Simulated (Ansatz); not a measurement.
Consider Ag.

Input file:

```
crystal:
  lattice:
    - [4.9609186583, 0.0, 0.0]
    - [-2.4804593291, 4.2962815842, 0.0]
    - [0.0, 0.0, 2.9735287542]
  atoms:
    - { symbol: Ag, position: [0.0, 0.0, 0.0] }
    - { symbol: Ag, position: [0.3333333333, 0.6666666667, 0.5] }
    - { symbol: Ag, position: [0.6666666667, 0.3333333333, 0.5] }
hamiltonian:
  xc: revpbe
  pseudopotentials:
    kind: paw
    azcp:
      Ag: "pseudopotentials/Ag.paw.azcp"
basis:
  ecutwfc: 420
  fft_grid_basis: typed
kpoints:
  mp_grid: { grid: [9, 9, 12], shift: [0, 0, 0] }
magnetization:
  spin_polarized: false
scf:
  occupations: { method: fermi_dirac, width: 0.1 }
  lower_state_search: "off"
output:
  stress: true
  write_density: true
  write_potential: true
  elf: true
  volumetric_format: npy
```

Below, planes, directions and counts refer to the conventional cell (a = 4.96 Å, b = 4.96 Å, c = 2.97 Å, α = 90.00°, β = 90.00°, γ = 120.00°).

Space group P6/mmm; set up as Ag, omega (AlB2-type); a generated structure, not necessarily the stable one; changed on purpose from its base cell (volume × 1.12); computed pressure about −6 GPa in this cell; computed without spin polarisation.

Method: DFT, revPBE, plane waves (420 eV) with PAW, scalar-relativistic (Ansatz 0.2.0).

> Predict the valence pseudo-density and electron localisation function between the atoms.

Ag–Ag (2.97 Å): ρ is about 0.18 e/Å³ halfway; the ELF is about 0.15 at the midpoint: no shared electron pair shows on this line.

> Does the calculation give a band gap?

It is gapless in this calculation (a metal or semimetal).

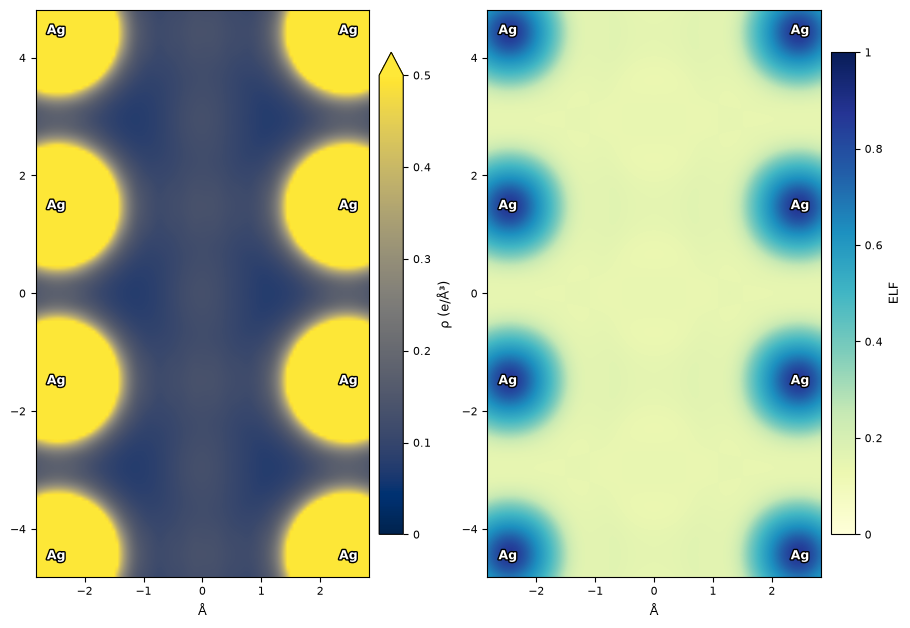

Computed valence pseudo-density and electron localisation function on the (100) plane of the conventional cell, in this order. 
